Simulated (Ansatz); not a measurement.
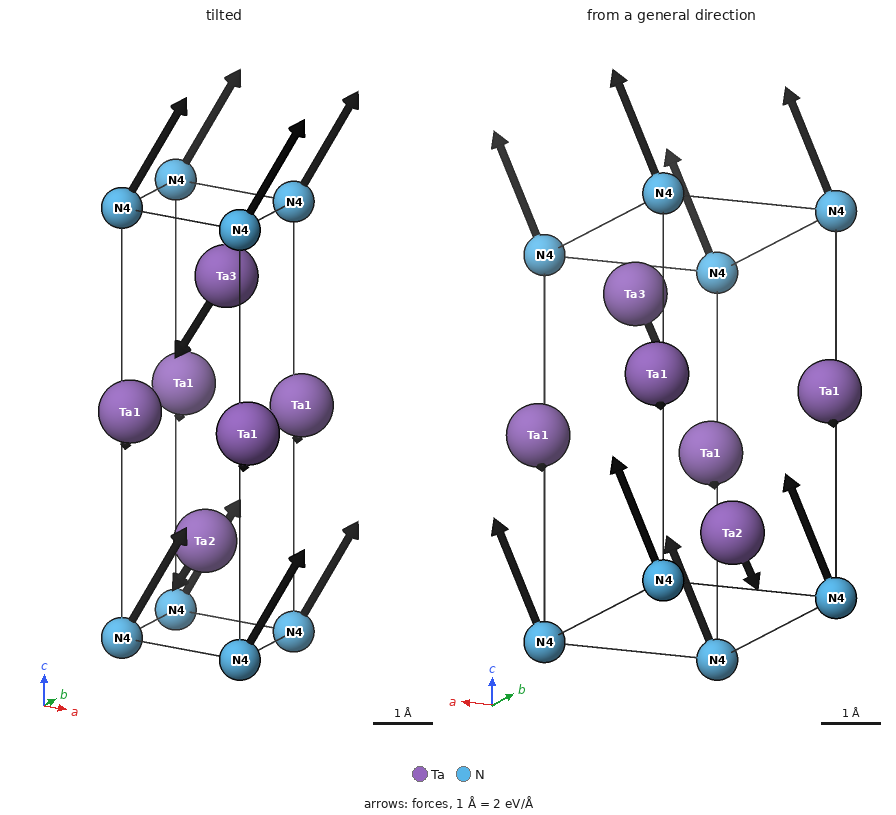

Spheres-only drawing of the structure, looking slightly off an axis and from a general direction. The wireframe shows the simulation cell. The arrows are the computed forces on the atoms.

System: Ta₃N. The calculation used Ansatz 0.2.0, DFT PBEsol, scalar-relativistic, plane waves, PAW, with E_cut = 420 eV, k-point mesh 18×18×8, Gaussian smearing of 0.15 eV, no spin polarisation.

> Are the atoms in equilibrium?

No. The atoms still feel forces of up to about 3.9 eV/Å, far above a usual threshold of 0.01 to 0.03 eV/Å.

> Name the atom under the greatest force.

N4, about 3.9 eV/Å.

It goes back to a structure listed in the Materials Project. The cell was then strained or its atoms displaced on purpose. An electronic-structure calculation with Ansatz was run on it.
